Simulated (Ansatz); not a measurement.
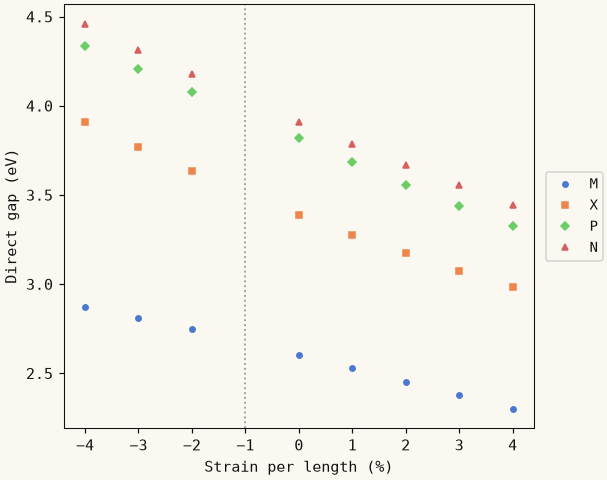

Direct gap at each named k point. The names follow the standardised cell of this lattice; in reduced coordinates of the cell that was run, M is (0.5, 0.5, −0.5), X is (0, 0, 0.5), P is (0.25, 0.25, 0.25) and N is (0, 0.5, 0). One run is left out (dotted line).

System: anatase TiO₂, space group I4_1/amd (No. 141), 6 atoms in the primitive cell, relaxed with r2SCAN; unstrained, a = 3.778 Å, c = 9.583 Å (tetragonal axes). All lengths are scaled by the strain listed, and the atoms are relaxed again with r2SCAN. Points keep the names and reduced coordinates of the unstrained primitive cell. Ansatz; PBE, Ansatz PAW set, no spin polarisation, no spin-orbit coupling, 10×10×10 k mesh, 420 eV cutoff.

```
strain  M (eV)  X (eV)  P (eV)  N (eV)
  −4 %    2.87    3.91    4.33    4.46
  −3 %    2.81    3.77    4.20    4.32
  −2 %    2.74    3.63    4.08    4.17
   0 %    2.60    3.39    3.82    3.91
  +1 %    2.53    3.28    3.68    3.79
  +2 %    2.45    3.17    3.56    3.67
  +3 %    2.38    3.07    3.44    3.55
  +4 %    2.30    2.98    3.33    3.45
```

Fill in the row for −1 %.

Fits through the other points give 2.67 eV at M (a straight line), 3.51 eV at X (a parabola), 3.94 eV at P (a parabola) and 4.04 eV at N (a parabola). The run itself gives 2.68, 3.51, 3.96 and 4.04 eV, within 0.02 eV of the estimates.

How fast do these gaps move with strain?

Straight lines through the points have slopes of −72 at M, −115 at X, −127 at P and −127 at N (meV for each 1 % of strain). The points bend away from straight lines by up to 0.03 eV, so these are means over the range.

The smallest gap over all k points computed is 2.26, 2.23, 2.20, 2.18, 2.15, 2.12, 2.09, 2.06 and 2.02 eV in turn; it lies up to 0.61 eV under the lowest value plotted. LDA, GGA and most meta-GGA functionals understate gaps. The cell was built by a generator and needn't be a form met in nature.
